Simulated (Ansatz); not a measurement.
**Hf$_{2}$S: single-point calculation**

System: Hf$_{2}$S (6 atoms in the cell).
Method: DFT PBEsol, scalar-relativistic, plane waves, PAW, no spin polarisation (Ansatz 0.2.0).

The structure derives from a Materials Project entry. It belongs to a series of runs on one base structure; here: kmesh: [18, 18, 4] Gamma-centred. Figures and captions count atoms from 1; the log counts them from 0 in places.

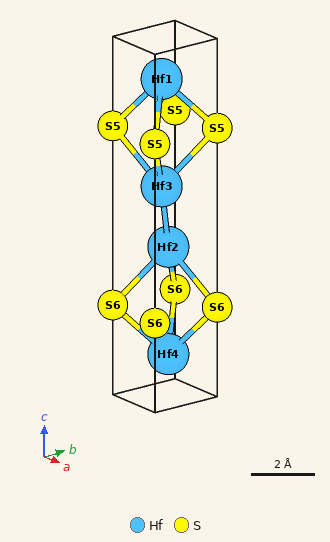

The structure as given in the input (ball-and-stick view of the cell of the calculation, seen slightly off an axis; atoms are numbered from 1 in the order of the input). An atom can appear more than once, as a periodic image. Near neighbours in the periodic cell (some may lie outside the picture): Hf has 3 Hf at 3.05 Å and 3 S at 2.62 Å; S has 6 Hf at 2.62 Å.

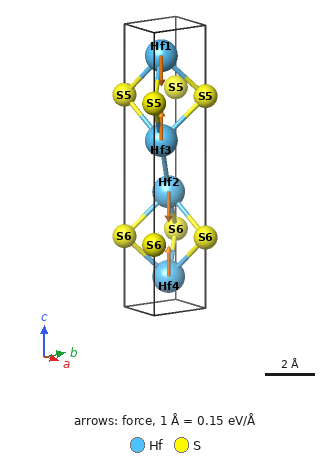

Forces on the atoms as orange arrows (ball-and-stick view of the cell of the calculation, seen slightly off an axis; atoms are numbered from 1 in the order of the input). The largest act on all 4 Hf atoms (0.19 eV/Å). The geometry is not a stationary point of this energy.

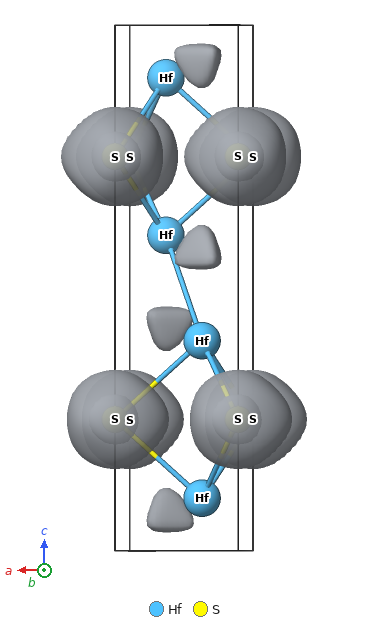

Isosurface of the electron localisation function at 0.7 (grey), seen at an oblique angle. Only the valence region is drawn (cores and ρ < 0.01 e/Å³ removed). Sticks mark near contacts. The outline is the cell set on symmetry axes. Along the contacts the grid gives the following. Hf–S (2.62 Å): the ELF is about 0.30 at the midpoint (a polar contact without a shared pair, in a metal). Hf–Hf (3.05 Å): the ELF is about 0.25 at the midpoint; no localised pair between them. Core electrons are frozen (PAW), so the fields are smoothed inside the atomic spheres.

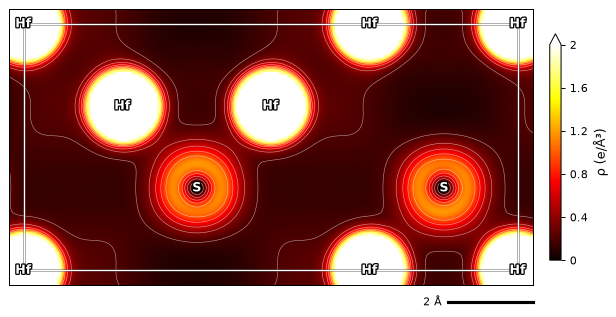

Valence charge density (pseudo) on the (110) plane of the conventional cell. The section cuts through Hf and S sites. Hf–S (2.62 Å): the density is about 0.36 e/Å³ at the midpoint. Hf–Hf (3.05 Å): ρ at the midpoint is about 0.21 e/Å³. Away from the nuclei the density in this plane falls to 0.06 e/Å³ at its lowest.

These pictures come from the run below.

Input file:
```yaml
crystal:
  lattice:
    - [3.3742737662, 0.0, 0.0]
    - [-1.6871368831, 2.9222068008, 0.0]
    - [0.0, 0.0, 11.71740703]
  atoms:
    - { symbol: Hf, position: [0.6666666667, 0.3333333333, 0.89981164] }
    - { symbol: Hf, position: [0.3333333333, 0.6666666667, 0.39981164] }
    - { symbol: Hf, position: [0.6666666667, 0.3333333333, 0.60018836] }
    - { symbol: Hf, position: [0.3333333333, 0.6666666667, 0.10018836] }
    - { symbol: S, position: [0.0, 0.0, 0.75] }
    - { symbol: S, position: [0.0, 0.0, 0.25] }
basis:
  ecutwfc: 420
kpoints:
  mp_grid: { grid: [18, 18, 4] }
hamiltonian:
  xc: pbesol
scf:
  occupations: { method: gaussian, width: 0.1 }
output:
  forces: true
  stress: true
  eigenvalues: true
  write_density: true
  write_potential: true
  elf: true
  volumetric_format: npy
```

Launch command:
```bash
ansatz run input.yaml --threads 1 --pin off --max-ram 2560MiB --backend cpu --events-out ev --progress --plain --runs-dir out
```

The program's output:
```
Engine: ansatz 0.2.0, x86_64-unknown-linux-gnu
Pseudopotentials: kind: paw
Pseudopotential: Hf, paw, valence charge 26, recommended cutoff 420 eV (normal), Hf.paw.azcp
Pseudopotential: S, paw, valence charge 6, recommended cutoff 420 eV (normal), S.paw.azcp
Functional definition: PBEsol
  exchange = pbesol_x
  correlation = pbesol_c
Crystal: 6 atoms, lattice volume = 115.537 Å³
Basis set: ecut = 420 eV, 2271 PW (Γ), exchange–correlation on 48×48×160 points (8 copies of the dense FFT grid, shifted against one another)
Bands: 70, of which v1, the nominal top of the filled ones, is band 58 counted from 1 (57 counted from 0)
Symmetry: 24 space group operations
Space group: P63/mmc (ITA 194), of the structure as read, at distance tolerance 4.9e-5 Å
k-points: 111 of 1296
Non-local potential: Hf, projectors of the file, l = 0: 3, l = 1: 2, l = 2: 2, l = 3: 3
Non-local potential: S, projectors of the file, l = 0: 2, l = 1: 2, l = 2: 2
PAW form: soft (Blöchl's): semilocal exchange-correlation on the pseudo side does not see the compensation charge
PAW frozen core: Hf, regenerated for the run's functional, and the local potential with it (the file was generated under x = pbe(κ = 0.804, μ = 0.2195149727645171), c = pbe(β = 0.06672455060314922))
PAW frozen core: S, regenerated for the run's functional, and the local potential with it (the file was generated under x = pbe(κ = 0.804, μ = 0.2195149727645171), c = pbe(β = 0.06672455060314922))
PAW one-centre angular grid: Hf, 590 points (default); XC on 64 Gauss nodes
PAW one-centre angular grid: S, 110 points (default); XC on 64 Gauss nodes
Initial density: superposition of atomic densities (neutral atoms: chi_scale 0, normalization atom), corrected by the library's trained network
Initial wavefunctions: pseudopotential atomic-orbital guess
Functional: x = pbesol(κ = 0.804, μ = 0.12345679012345678), c = pbesol(β = 0.046)
SCF iter   1: F=—  HF=-64168.522517 eV  |F-HF|=—  |Δ(HF+E_count)|=         —  Δρ=5.07e-3  dr2=5.32e-2  ethr=1.77e-3  ⟨swp⟩=5.1  Hψ=25012  notcnv=0  defer=34
preconditioner: auto → Kerker (q_TF=auto, 2.730 Å⁻¹)  [metal: Δε(μ)=0.031 eV  Ē_g=17.039 eV  σ=0.100 eV  W_gap=0.17  n_scr=52 (ndim 8)  ℏωp=35.9 eV  f_vac=0.000  D(μ)=2.61/eV (n_scr^D=6)]
SCF iter   2: F=—  HF=-64168.519012 eV  |F-HF|=—  |Δ(HF+E_count)|=   3.50e-3  Δρ=3.22e-3  dr2=2.48e-2  ethr=4.58e-5  ⟨swp⟩=1.5  Hψ=9066  notcnv=0  defer=44
SCF iter   3: F=—  HF=-64168.514617 eV  |F-HF|=—  |Δ(HF+E_count)|=   4.39e-3  Δρ=6.98e-4  dr2=1.34e-3  ethr=2.13e-5  ⟨swp⟩=2.0  Hψ=10761  notcnv=0  defer=44
SCF iter   4: F=—  HF=-64168.514336 eV  |F-HF|=—  |Δ(HF+E_count)|=   2.82e-4  Δρ=4.25e-4  dr2=4.05e-4  ethr=1.16e-6  ⟨swp⟩=2.0  Hψ=11714  notcnv=0  defer=44
SCF iter   5: F=—  HF=-64168.514161 eV  |F-HF|=—  |Δ(HF+E_count)|=   1.75e-4  Δρ=1.92e-4  dr2=4.12e-5  ethr=3.49e-7  ⟨swp⟩=2.0  Hψ=11910  notcnv=0  defer=44
SCF iter   6: F=—  HF=-64168.514203 eV  |F-HF|=—  |Δ(HF+E_count)|=   4.20e-5  Δρ=5.97e-5  dr2=6.97e-6  ethr=3.55e-8  ⟨swp⟩=2.0  Hψ=7610  notcnv=0  defer=44
SCF iter   7: F=—  HF=-64168.514202 eV  |F-HF|=—  |Δ(HF+E_count)|=   6.29e-7  Δρ=1.25e-5  dr2=2.54e-7  ethr=6.00e-9  ⟨swp⟩=2.0  Hψ=11862  notcnv=0  defer=44
SCF iter   8: F=-64168.514202 eV  HF=-64168.514202 eV  |F-HF|=7.73e-9  |Δ(HF+E_count)|=   7.03e-9  Δρ=2.66e-6  dr2=1.32e-8  ethr=8.62e-11  ⟨swp⟩=12.4  Hψ=55727  notcnv=0
SCF 1 converged in 8 iterations: F = -64168.514202 eV  dr2 = 1.32e-8
  greatest PAW one-centre occupation: 0.998 electrons in one spin orbital (limit 2), on the Hf atom at site 2 (counted from 0), in its partial waves of l = 3
SCF converged after 8 iterations
Free energy (F): -64168.514202 eV
Harris-Foulkes:  -64168.514202 eV  (|F-HF|=7.73e-9)
Internal energy: -64168.500552 eV  (E = F + TS)
E sigma→0 (E₀):  -64168.507377 eV
Entropy (-TS):   -0.013650 eV (-2.275 meV/atom)
Fermi energy:    18.337337 eV
--- Per-component energies (eV) ---
  E_band       = 64.662524
  E_kinetic    = 1911.798183
  E_local      = -22284.402718  (includes V_loc(G=0)·N_el)
  E_nonlocal   = -4898.870524
  E_hartree    = 10452.866915
  E_xc         = -1385.179842
  E_vxc        = -1241.590219  (∫ρ·V_xc dr)
  E_paw        = -28395.620439  (= ΣΔE_a)
  E_vpaw       = 5672.001822  (= ΣTr[D̂ρ^β])
  E_aug_tail   = -0.000002  (compensation charges beyond the density's cutoff)
  E_ewald      = -19574.220391
  E_core_change = 5.128265  (= ΣΔE_core)
  E_smearing   = -0.013650  (= −TS)
  E_closure    = 0.000000  (closes the sum)
  Σ components = -64168.514202   (vs F -64168.514202, Δ=0.00e0)
--- Forces (eV/Å), atoms counted from 1 ---
  atom   1  Hf     0.00000000     0.00000000    -0.19324259
  atom   2  Hf     0.00000000     0.00000000    -0.19324259
  atom   3  Hf    -0.00000000    -0.00000000     0.19324259
  atom   4  Hf     0.00000000     0.00000000     0.19324259
  atom   5  S     -0.00000000    -0.00000000     0.00000000
  atom   6  S      0.00000000    -0.00000000     0.00000000
  max |Σ_I F_I| component: 5.55e-17 eV/Å
--- Stress (GPa, compression-positive) ---
       -3.005727       0.000000       0.000000
        0.000000      -3.005727      -0.000000
        0.000000      -0.000000      -2.497767
  P = ⅓ Tr σ = -2.8364 GPa (-28.364 kbar)
--- Band table (eV; the first three rows and the last of 111) ---
  k-point 0: bands = ["-43.8621", "-43.8591", "-43.8142", "-43.8112", "-12.9107", "-12.7936", "-12.4504", "-12.3796", "-12.3796", "-12.3704", "-12.3704", "-12.3219", "-12.2769", "-12.2769", "-12.2674", "-12.2674", "2.9342", "3.0568", "6.1619", "6.1633", "6.1633", "6.1733", "6.1750", "6.1750", "6.1753", "6.1753", "6.1808", "6.1808", "6.1867", "6.1888", "6.1991", "6.2052", "6.2083", "6.2086", "6.2086", "6.2093", "6.2093", "6.2120", "6.2150", "6.2150", "6.2221", "6.2221", "6.2472", "6.2472", "6.2511", "6.2512", "10.4324", "11.3793", "13.7474", "14.8880", "14.8880", "15.0833", "15.0833", "15.2718", "16.7788", "18.1892", "18.2896", "18.7439", "18.7439", "18.8392", "18.8392", "19.1048", "19.1048", "20.1925", "20.1925", "20.9025", "21.1163", "21.1163", "21.4371", "21.5144"]
  k-point 1: bands = ["-43.8617", "-43.8595", "-43.8138", "-43.8116", "-12.8969", "-12.8156", "-12.4267", "-12.3784", "-12.3784", "-12.3718", "-12.3718", "-12.3374", "-12.2754", "-12.2754", "-12.2687", "-12.2687", "2.9517", "3.0384", "6.1630", "6.1645", "6.1645", "6.1706", "6.1722", "6.1722", "6.1767", "6.1767", "6.1801", "6.1801", "6.1876", "6.1902", "6.1980", "6.2033", "6.2100", "6.2100", "6.2101", "6.2104", "6.2104", "6.2126", "6.2148", "6.2148", "6.2206", "6.2206", "6.2472", "6.2472", "6.2511", "6.2511", "10.5398", "11.1913", "14.0061", "14.9147", "14.9147", "15.0526", "15.0526", "15.0623", "16.8780", "17.6273", "18.6790", "18.6790", "18.7759", "18.7759", "18.9593", "19.3657", "19.3657", "20.2762", "20.2762", "20.4385", "20.7678", "20.7678", "21.3043", "21.3043"]
  k-point 2: bands = ["-43.8606", "-43.8606", "-43.8127", "-43.8127", "-12.8600", "-12.8600", "-12.3783", "-12.3783", "-12.3752", "-12.3752", "-12.3752", "-12.3752", "-12.2719", "-12.2719", "-12.2719", "-12.2719", "2.9946", "2.9946", "6.1661", "6.1661", "6.1680", "6.1680", "6.1680", "6.1680", "6.1784", "6.1784", "6.1784", "6.1784", "6.1896", "6.1896", "6.1996", "6.1996", "6.2114", "6.2114", "6.2114", "6.2114", "6.2123", "6.2123", "6.2170", "6.2170", "6.2170", "6.2170", "6.2472", "6.2472", "6.2511", "6.2511", "10.8301", "10.8301", "14.5545", "14.5545", "14.9817", "14.9817", "14.9817", "14.9817", "17.1665", "17.1665", "18.6828", "18.6828", "18.6828", "18.6828", "19.7207", "19.7207", "19.8916", "19.8916", "19.8916", "19.8916", "20.8900", "20.8900", "20.8900", "20.8900"]
  k-point 110: bands = ["-43.8183", "-43.8183", "-43.8155", "-43.8155", "-12.7395", "-12.7395", "-12.7014", "-12.7014", "-12.6772", "-12.6772", "-12.4811", "-12.4811", "-12.4101", "-12.4101", "-12.3659", "-12.3659", "4.2191", "4.2191", "6.1748", "6.1748", "6.1829", "6.1829", "6.1852", "6.1852", "6.1856", "6.1856", "6.1921", "6.1921", "6.1949", "6.1949", "6.2002", "6.2002", "6.2021", "6.2021", "6.2065", "6.2065", "6.2144", "6.2144", "6.2171", "6.2171", "6.2359", "6.2359", "6.2360", "6.2360", "6.2625", "6.2625", "11.8515", "11.8515", "12.0329", "12.0329", "12.7508", "12.7508", "16.6072", "16.6072", "17.0563", "17.0563", "17.5369", "17.5369", "18.4800", "18.4800", "20.4979", "20.4979", "21.0679", "21.0679", "21.5757", "21.5757", "22.2590", "22.2590", "22.4547", "22.4547"]
```

Results in brief:

- outcome: converged
- space group (tolerance 0.01 Å): P6₃/mmc (194)
- electrons treated: 116
- free energy: −64168.5142 eV
- Fermi energy: 18.337 eV
- gap on the k-point mesh: none (metallic)
- pressure: −2.84 GPa
- largest force (length of the vector): 0.193 eV/Å
- hardware: 1 thread of AMD EPYC (Zen 5), 32 GiB of memory available, shared host
- wall time: 16 s
- peak memory: 0.86 GiB

Remarks:

Spin–orbit coupling is left out, which matters for Hf.
